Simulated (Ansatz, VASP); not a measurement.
# Cross-check of ZnSe (ZnSe(110)) between VASP and Ansatz

One calculation is typed for both programs; each brings its own data sets and cutoff. How far apart do they land? The structure shown is the end of the VASP relaxation below.

Main program and level: Ansatz 0.2.0; plane waves, with VASP 6.6.1 beside it; single point at PBE and band structure at PBE.

**1. Starting point**

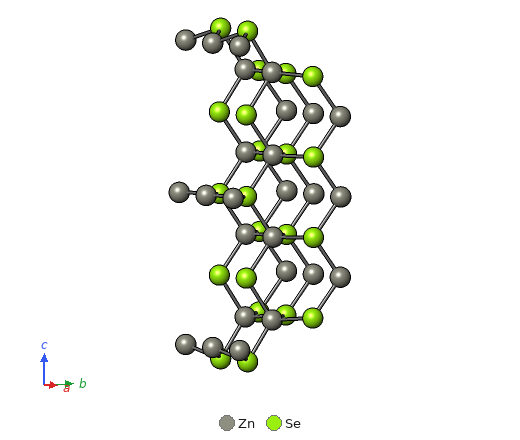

Start, viewed from the side, with the c axis up; zinc grey, selenium green. 2×1×1 cells are drawn. Some periodic images of atoms are drawn too.

The cell holds 18 atoms: 9 Zn and 9 Se. Cell: a = 4.055 Å, b = 5.734 Å, c = 32.218 Å, α = 90.0°, β = 90.0°, γ = 90.0°. It derives from ZnSe. As first built, before any earlier steps moved the atoms: 9 layers, cut at this functional's lattice. Vacuum lies along c.

**2. VASP: relaxation, PBE**

This run makes the geometry at which the two programs are then compared.

Lines of VASP's logs that name or quote its potential files are left out, and so is its time.

INCAR reads:

```
SYSTEM = ZnSe
PREC = Normal
ENCUT = 320
EDIFF = 1E-05
NELM = 120
ISMEAR = 0
SIGMA = 0.03
LREAL = Auto
ALGO = Fast
GGA = PE
NBANDS = 100
LORBIT = 11
LWAVE = .FALSE.
LCHARG = .FALSE.
KPAR = 2
NCORE = 2
IBRION = 2
NSW = 60
ISIF = 2
EDIFFG = -0.03
POTIM = 0.4
MAXMIX = 40
IDIPOL = 3
LDIPOL = .TRUE.
DIPOL = 0.5 0.5 0.5
```

POSCAR reads:

```
ZnSe
1.0
    4.0545351924      0.0000000000      0.0000000000
    0.0000000000      5.7339786582      0.0000000000
    0.0000000000      0.0000000000     32.2181407696
Zn Se
9 9
Direct
    0.0000000000      0.0000000000      0.2483073100
    0.5000000000      0.5000000000      0.3112304900
    0.0000000000      0.0000000000      0.3741536600
    0.5000000000      0.5000000000      0.4370768300
    0.0000000000      0.0000000000      0.5000000000
    0.5000000000      0.5000000000      0.5629231700
    0.0000000000      0.0000000000      0.6258463400
    0.5000000000      0.5000000000      0.6887695100
    0.0000000000      0.0000000000      0.7516926900
    0.0000000000      0.7500000000      0.3112304900
    0.5000000000      0.2500000000      0.2483073100
    0.0000000000      0.7500000000      0.4370768300
    0.5000000000      0.2500000000      0.3741536600
    0.0000000000      0.7500000000      0.5629231700
    0.5000000000      0.2500000000      0.5000000000
    0.0000000000      0.7500000000      0.6887695100
    0.5000000000      0.2500000000      0.6258463400
    0.5000000000      0.2500000000      0.7516926900
```

KPOINTS reads:

```
Automatic mesh
0
Gamma
6 4 1
0 0 0
```

PAW data sets: Zn and Se (PBE family, release 64).

The run is started by

```
mpirun -np 4 vasp_std
```

Numbers of over 12 decimals in the logs are rounded to 6 here.

Log:

```text
[banner, memory and clock lines left out]
running    4 mpi-ranks, on    1 nodes
 distrk:  each k-point on    2 cores,    2 groups
 distr:  one band on    2 cores,    1 groups

 POSCAR found type information on POSCAR ZnSe
 POSCAR found :  2 types and      18 ions
 LDA part: xc-table for (Slater+PW92), standard interpolation
 POSCAR, INCAR and KPOINTS ok, starting setup
 FFT: planning ... GRIDC
 FFT: planning ... GRID_SOFT
 FFT: planning ... GRID
 WAVECAR not read
 entering main loop
       N       E                     dE             d eps       ncg     rms          rms(c)
DAV:   1     0.978541103161E+03    0.97854E+03   -0.54221E+04  2464   0.110E+03
DAV:   2     0.711201582312E+02   -0.90742E+03   -0.87004E+03  2688   0.292E+02
DAV:   3    -0.501823145524E+02   -0.12130E+03   -0.12025E+03  2728   0.114E+02
DAV:   4    -0.555778108407E+02   -0.53955E+01   -0.53699E+01  2760   0.222E+01
DAV:   5    -0.557055385882E+02   -0.12773E+00   -0.12761E+00  2744   0.310E+00    0.134E+01
RMM:   6    -0.526417012270E+02    0.30638E+01   -0.79066E+00  2400   0.105E+01    0.105E+01
RMM:   7    -0.523621263706E+02    0.27957E+00   -0.31109E+00  2400   0.567E+00    0.315E+00
RMM:   8    -0.523977819293E+02   -0.35656E-01   -0.52109E-01  2419   0.219E+00    0.144E+00
RMM:   9    -0.523772202169E+02    0.20562E-01   -0.12362E-01  2400   0.150E+00    0.753E-01
RMM:  10    -0.523759815290E+02    0.12387E-02   -0.27412E-02  2403   0.780E-01    0.189E-01
RMM:  11    -0.523776613128E+02   -0.16798E-02   -0.59432E-03  2406   0.229E-01    0.175E-01
RMM:  12    -0.523776043809E+02    0.56932E-04   -0.18394E-03  2442   0.183E-01    0.443E-02
RMM:  13    -0.523777019622E+02   -0.97581E-04   -0.41363E-04  2441   0.557E-02    0.257E-02
RMM:  14    -0.523779116386E+02   -0.20968E-03   -0.97449E-05  2370   0.341E-02    0.248E-02
RMM:  15    -0.523779297544E+02   -0.18116E-04   -0.20667E-05  1508   0.146E-02    0.103E-02
RMM:  16    -0.523780763852E+02   -0.14663E-03   -0.33367E-05  1640   0.119E-02    0.706E-03
RMM:  17    -0.523781032162E+02   -0.26831E-04   -0.51637E-06  1434   0.542E-03    0.749E-03
RMM:  18    -0.523781225591E+02   -0.19343E-04   -0.42538E-06  1436   0.604E-03    0.137E-03
RMM:  19    -0.523781260502E+02   -0.34910E-05   -0.16227E-06  1316   0.389E-03
   1 F= -.52378126E+02 E0= -.52378126E+02  d E =-.523781E+02
[... from here on, the cycles between the ionic steps are left out ...]
   2 F= -.52613205E+02 E0= -.52613205E+02  d E =-.235079E+00
  10 F= -.53349099E+02 E0= -.53349099E+02  d E =-.946643E-02
  11 F= -.53352360E+02 E0= -.53352360E+02  d E =-.127268E-01
  12 F= -.53358188E+02 E0= -.53358188E+02  d E =-.582834E-02
  13 F= -.53359233E+02 E0= -.53359233E+02  d E =-.687299E-02
  14 F= -.53359359E+02 E0= -.53359359E+02  d E =-.699903E-02
  15 F= -.53360892E+02 E0= -.53360892E+02  d E =-.153360E-02
  16 F= -.53360950E+02 E0= -.53360950E+02  d E =-.159160E-02
  17 F= -.53362097E+02 E0= -.53362097E+02  d E =-.114634E-02
  18 F= -.53362306E+02 E0= -.53362306E+02  d E =-.135528E-02
 curvature:  -6.74 expect dE=-0.307E-02 dE for cont linesearch -0.151E-04
 trial: gam= 1.07481 g(F)=  0.455E-03 g(S)=  0.000E+00 ort =-0.459E-04 (trialstep = 0.269E+01)
 search vector abs. value=  0.144E-02
 bond charge predicted
       N       E                     dE             d eps       ncg     rms          rms(c)
DAV:   1    -0.533617761266E+02    0.52270E-03   -0.12245E+00  2488   0.356E+00    0.196E-01
RMM:   2    -0.533623582015E+02   -0.58207E-03   -0.11720E-02  2400   0.336E-01    0.125E-01
RMM:   3    -0.533625380440E+02   -0.17984E-03   -0.15965E-03  2400   0.133E-01    0.571E-02
RMM:   4    -0.533628144598E+02   -0.27642E-03   -0.27733E-04  2404   0.563E-02    0.401E-02
RMM:   5    -0.533628933188E+02   -0.78859E-04   -0.86244E-05  2124   0.291E-02    0.266E-02
RMM:   6    -0.533629559590E+02   -0.62640E-04   -0.20525E-05  1527   0.152E-02    0.259E-02
RMM:   7    -0.533629747657E+02   -0.18807E-04   -0.75075E-06  1454   0.808E-03    0.257E-02
RMM:   8    -0.533630004117E+02   -0.25646E-04   -0.47086E-06  1402   0.487E-03    0.243E-02
RMM:   9    -0.533630185593E+02   -0.18148E-04   -0.32502E-06  1066   0.335E-03    0.207E-02
RMM:  10    -0.533630274845E+02   -0.89252E-05   -0.16053E-06   746   0.251E-03
  19 F= -.53363027E+02 E0= -.53363027E+02  d E =-.721783E-03
 trial-energy change:   -0.000722  1 .order   -0.000689   -0.001094   -0.000284
 step:   3.6378(harm=  3.6378)  dis= 0.00748  next Energy=   -53.363044 (dE=-0.739E-03)
 reached required accuracy - stopping structural energy minimisation
```

From OUTCAR (step 2):

```text
ion  position               nearest neighbor table
   1  0.000  0.000  0.248-  11 2.48  11 2.48  10 2.48
   2  0.500  0.500  0.311-  13 2.48  10 2.48  10 2.48  11 2.48
   3  0.000  0.000  0.374-  10 2.48  12 2.48  13 2.48  13 2.48
   4  0.500  0.500  0.437-  15 2.48  13 2.48  12 2.48  12 2.48
   5  0.000  0.000  0.500-  12 2.48  14 2.48  15 2.48  15 2.48
   6  0.500  0.500  0.563-  15 2.48  17 2.48  14 2.48  14 2.48
   7  0.000  0.000  0.626-  16 2.48  14 2.48  17 2.48  17 2.48
   8  0.500  0.500  0.689-  17 2.48  16 2.48  16 2.48  18 2.48
   9  0.000  0.000  0.752-  18 2.48  18 2.48  16 2.48
  10  0.000  0.750  0.311-   3 2.48   2 2.48   2 2.48   1 2.48
  11  0.500  0.250  0.248-   1 2.48   1 2.48   2 2.48
  12  0.000  0.750  0.437-   5 2.48   3 2.48   4 2.48   4 2.48
  13  0.500  0.250  0.374-   2 2.48   4 2.48   3 2.48   3 2.48
  14  0.000  0.750  0.563-   5 2.48   7 2.48   6 2.48   6 2.48
  15  0.500  0.250  0.500-   4 2.48   6 2.48   5 2.48   5 2.48
  16  0.000  0.750  0.689-   7 2.48   8 2.48   8 2.48   9 2.48
  17  0.500  0.250  0.626-   8 2.48   6 2.48   7 2.48   7 2.48
  18  0.500  0.250  0.752-   9 2.48   9 2.48   8 2.48

  LATTYP: Found a simple orthorhombic cell.
 ALAT       =     4.0545351924
 B/A-ratio  =     1.4142135624
 C/A-ratio  =     7.9461983287

 Subroutine GETGRP returns: Found  4 space group operations
 (whereof  4 operations were pure point group operations)

The static configuration has the point symmetry C_2v.

 Found     12 irreducible k-points:

   k-points           NKPTS =     12   k-points in BZ     NKDIM =     12   number of bands    NBANDS=    100

   dimension x,y,z NGX =    18 NGY =   28 NGZ =  144
   dimension x,y,z NGXF=    36 NGYF=   56 NGZF=  288

   ENCUT  =  320.0 eV  23.52 Ry    4.85 a.u.   5.91  8.36 46.99*2*pi/ulx,y,z

   NELECT =     162.0000    total number of electrons

 k-points in reciprocal lattice and weights: Automatic mesh
   0.00000000  0.00000000  0.00000000       0.042
   0.16666667  0.00000000  0.00000000       0.083
   0.33333333  0.00000000  0.00000000       0.083
   0.50000000  0.00000000  0.00000000       0.042
   0.00000000  0.25000000  0.00000000       0.083
   0.16666667  0.25000000  0.00000000       0.167
   0.33333333  0.25000000  0.00000000       0.167
   0.50000000  0.25000000  0.00000000       0.083
   0.00000000  0.50000000  0.00000000       0.042
   0.16666667  0.50000000  0.00000000       0.083
   0.33333333  0.50000000  0.00000000       0.083
   0.50000000  0.50000000  0.00000000       0.042

 dipolmoment           0.000000      0.000000      0.000000 electrons x Angstroem

 average (electrostatic) potential at core
       1 -40.4037       2 -40.2878       3 -40.3252       4 -40.3156       5 -40.3119
       6 -40.3156       7 -40.3252       8 -40.2878       9 -40.4037      10 -59.2739
      11 -58.9044      12 -59.2254      13 -59.2078      14 -59.2254      15 -59.2151
      16 -59.2739      17 -59.2078      18 -58.9044

 E-fermi :  -1.5689

 k-point     1 :       0.0000    0.0000    0.0000
  band No.  band energies     occupation
    ...
     77      -1.9404      2.00000
     78      -1.9299      2.00000
     79      -1.8395      2.00000
     80      -1.7840      2.00000
     81      -1.7192      2.00000
     82      -0.2615      0.00000
     83       0.3915      0.00000
     84       1.0354      0.00000
     85       1.4055      0.00000
     86       1.5366      0.00000
    ...

 k-point     2 :       0.1667    0.0000    0.0000
  band No.  band energies     occupation
    ...
     77      -2.5788      2.00000
     78      -2.3765      2.00000
     79      -2.3379      2.00000
     80      -2.1360      2.00000
     81      -1.9945      2.00000
     82       0.7466      0.00000
     83       1.1875      0.00000
     84       1.6447      0.00000
     85       1.8028      0.00000
     86       2.0186      0.00000
    ...

 k-point     3 :       0.3333    0.0000    0.0000
  band No.  band energies     occupation
    ...
     77      -3.0523      2.00000
     78      -2.9420      2.00000
     79      -2.7888      2.00000
     80      -2.5501      2.00000
     81      -2.2324      2.00000
     82       1.3618      0.00000
     83       1.4107      0.00000
     84       1.7808      0.00000
     85       1.9157      0.00000
     86       2.0351      0.00000
    ...

  Total       -1.1669171     -0.5733418     -0.5943681      0.0000000      0.0000000      0.0000000
  in kB       -2.4960481     -1.2263842     -1.2713597      0.0000000      0.0000000      0.0000000
  external PRESSURE =      -1.6645974 kB  Pullay stress =       0.0000000 kB

  energy-cutoff  :      320.00
  volume of cell :      749.03
      direct lattice vectors                 reciprocal lattice vectors
     4.054535192  0.000000000  0.000000000     0.246637396  0.000000000  0.000000000
     0.000000000  5.733978658  0.000000000     0.000000000  0.174398975  0.000000000
     0.000000000  0.000000000 32.218140770     0.000000000  0.000000000  0.031038414

 POSITION                                       TOTAL-FORCE (eV/Angst)
 -----------------------------------------------------------------------------------
      0.00000      0.32634      8.46013        -0.000000      0.012463     -0.000118
      2.02727      2.77406      9.88797        -0.000000      0.009890      0.009817
      4.05454      5.68841     12.07157        -0.000000     -0.015260     -0.004088
      2.02727      2.82093     14.04825         0.000000      0.006791      0.021626
      0.00000      5.71212     16.10907        -0.000000     -0.002263      0.000000
      2.02727      2.82093     18.16989         0.000000      0.006791     -0.021626
      0.00000      5.68841     20.14657        -0.000000     -0.015260      0.004088
      2.02727      2.77406     22.33017        -0.000000      0.009890     -0.009817
      0.00000      0.32634     23.75801        -0.000000      0.012463      0.000118
      0.00000      4.22211     10.03938        -0.000000      0.009326      0.001953
      2.02727      1.46783      7.80146        -0.000000     -0.012147      0.009852
      0.00000      4.26143     14.08889        -0.000000     -0.016611     -0.012847
      2.02727      1.39733     12.00687        -0.000000      0.007438      0.014789
      0.00000      4.26143     18.12925        -0.000000     -0.016611      0.012847
      2.02727      1.41029     16.10907        -0.000000     -0.001519      0.000000
      0.00000      4.22211     22.17876        -0.000000      0.009326     -0.001953
      2.02727      1.39733     20.21127        -0.000000      0.007438     -0.014789
      2.02727      1.46783     24.41668        -0.000000     -0.012147     -0.009852
 -----------------------------------------------------------------------------------
    total drift:                                0.000000      0.002795      0.000052

  FREE ENERGIE OF THE ION-ELECTRON SYSTEM (eV)
  ---------------------------------------------------
  free  energy   TOTEN  =       -53.3630274845 eV

  energy  without entropy=      -53.3630274845  energy(sigma->0) =      -53.36302748

 reached required accuracy - stopping structural energy minimisation

 vacuum level on the upper side and lower side of the slab         3.801         3.801

 total charge
# of ion       s       p       d       tot
------------------------------------------
    1        0.570   0.383   9.767  10.720
    2        0.525   0.415   9.774  10.714
    3        0.526   0.418   9.775  10.719
    4        0.525   0.414   9.775  10.714
    5        0.527   0.419   9.775  10.721
    6        0.525   0.414   9.775  10.714
    7        0.526   0.418   9.775  10.719
    8        0.525   0.415   9.774  10.714
    9        0.570   0.383   9.767  10.720
   10        1.439   2.405   0.028   3.872
   11        1.455   2.359   0.025   3.840
   12        1.438   2.406   0.027   3.872
   13        1.439   2.398   0.026   3.864
   14        1.438   2.406   0.027   3.872
   15        1.439   2.403   0.027   3.868
   16        1.439   2.405   0.028   3.872
   17        1.439   2.398   0.026   3.864
   18        1.455   2.359   0.025   3.840
--------------------------------------------------
tot         17.803  25.220  88.195 131.218

[... 3 further parts left out ...]
```

[end of part 1 of 3]

[Lines on the potential files, build, host, timing and source positions are cut from VASP's logs without a mark.]

[Logs are printed without paths, hosts, clocks, repeated set-up lines and the standing remarks that a program may print on its own settings, such as how far it seeks lower states.]

[Hosts, paths, dates, database ids (printed as entryN), source tags and the programs' standing remarks are cut or masked in the printed files.]
